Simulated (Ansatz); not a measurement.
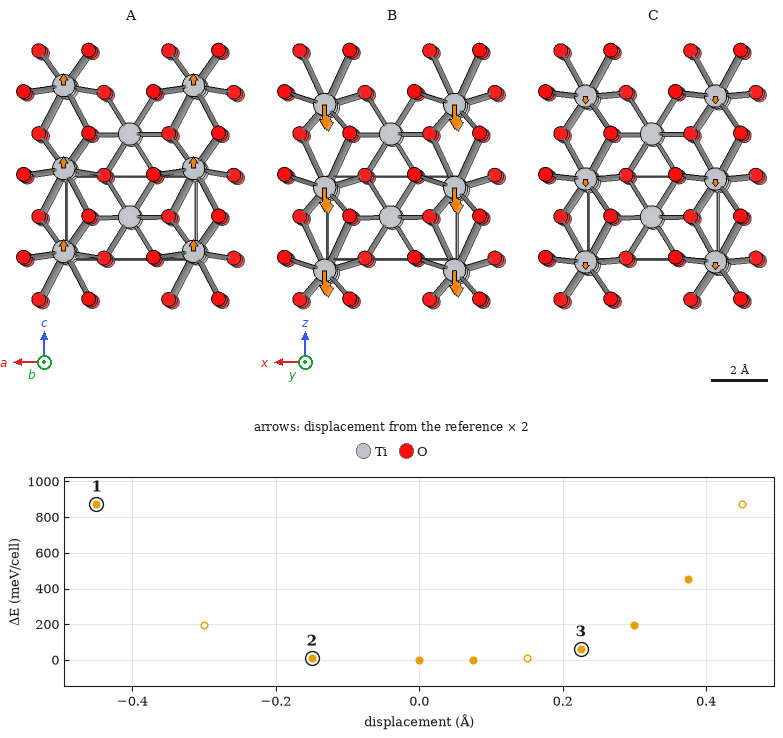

A crystal of TiO2 (P4_2/mnm): a Ti atom (one in each cell of 6 atoms) is moved along Cartesian [0 0 1], all else fixed. The frames are shuffled; the numbered points of the plot belong to them. Hollow markers are points alike by symmetry, not computed again. A ball-and-stick model of the cell of the calculation, repeated 1 × 2 × 2 with one cell outlined, seen from a free direction. Orange arrows: displacements from the reference.

Computed with Ansatz, DFT PBE, scalar-relativistic, plane waves, PAW. Settings: plane-wave cutoff 420 eV; k-point mesh 6 × 6 × 10; occupations gaussian; smearing width 0.05 eV; no spin polarisation. Energies (free energies at the smearing named) are counted from the relaxed crystal.

Match the frames to the points.

Answer. Point 1 is frame B (the displacement −0.45 Å, 874 meV/cell); 2 is frame C (the displacement −0.15 Å, 10 meV/cell); 3 is frame A (the displacement 0.225 Å, 62 meV/cell). The lowest computed point lies at the displacement 0.075 Å (0 meV/cell). The end points stand at 874 meV/cell (−0.45 Å) and 874 meV/cell (0.45 Å). The well is symmetric. At the highest point the shortest interatomic distance is 1.64 Å, against 1.96 Å in the reference. The distortion takes the space group from P4_2/mnm to Cmm2.
